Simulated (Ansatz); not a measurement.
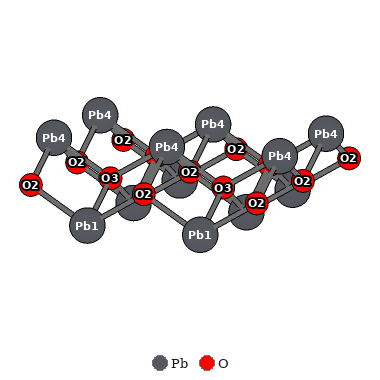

The system is a two-dimensional sheet of PbO (4 atoms in the cell); the picture shows the reference structure. 
- The lattice constant and the thickness of a sheet are varied, nothing relaxed.
- First axis: lattice constant a of the sheet (both vectors scaled alike). Second axis: thickness: height of Pb4 above Pb1, all heights scaled alike.
- Grid: 7 × 7 points.
- Points are written as (first, second).
- All energies are given in meV/atom relative to the lowest grid point.
- Level of theory: DFT PBE+D3(BJ), scalar-relativistic, plane waves, PAW in Ansatz. Settings: cutoff 420 eV, k-mesh 6×6×1, gaussian smearing 0.02 eV, no spin polarisation.

Its coordinates:

```yaml
crystal:
  lattice:
    - [4.01200, 0.00000, 0.00000]
    - [0.00000, 4.01200, 0.00000]
    - [0.00000, 0.00000, 30.74933]
  atoms:
    - { symbol: Pb, position: [0.50000, 0.00000, 0.46075] }
    - { symbol: O, position: [0.00000, 0.00000, 0.50000] }
    - { symbol: O, position: [0.50000, 0.50000, 0.50000] }
    - { symbol: Pb, position: [0.00000, 0.50000, 0.53925] }
```

Range: lattice constant a of the sheet (both vectors scaled alike) from 3.691 to 4.333 Å; thickness: height of Pb4 above Pb1, all heights scaled alike from 2.163 to 2.665 Å.

> Predict the map.

The lowest grid point is at (4.012 Å, 2.414 Å). It is the only kind of minimum in the scanned range. The highest grid point, (3.691 Å, 2.163 Å), lies 442 meV/atom above the lowest. Round the minimum the valley is strongly tilted: raising the first coordinate shifts the best value of the second coordinate downwards (coupling k₁₂/√(k₁₁k₂₂) about 0.6).

| second ↓, first → | 3.691 | 3.798 | 3.905 | 4.012 | 4.119 | 4.226 | 4.333 |
| --- | --- | --- | --- | --- | --- | --- | --- |
| 2.665 | 112 | 57 | 42 | 58 | 98 | 153 | 233 |
| 2.581 | 116 | 46 | 19 | 26 | 61 | 111 | 184 |
| 2.497 | 138 | 52 | 11 | 7 | 33 | 80 | 143 |
| 2.414 | 181 | 75 | 17 | 0 | 15 | 57 | 113 |
| 2.330 | 246 | 116 | 40 | 7 | 9 | 40 | 93 |
| 2.246 | 333 | 177 | 79 | 28 | 15 | 34 | 78 |
| 2.163 | 442 | 257 | 134 | 62 | 33 | 38 | 71 |

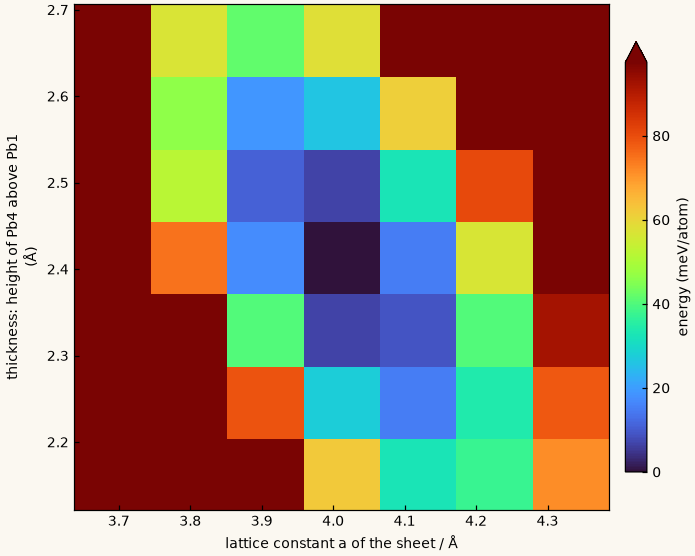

Drawn: one coloured cell a grid point, one colour for all values above the top of the scale.

Each point was launched as `ansatz run input.yaml --threads 1 --pin off --max-ram 3072MiB --backend cpu --events-out ev --progress --plain --runs-dir out`. Time for the 49 points that were run: 5.7 min on 1 thread of Intel(R) Xeon(R) Platinum 8375C CPU @ 2.90GHz (Ice Lake) (shared host).
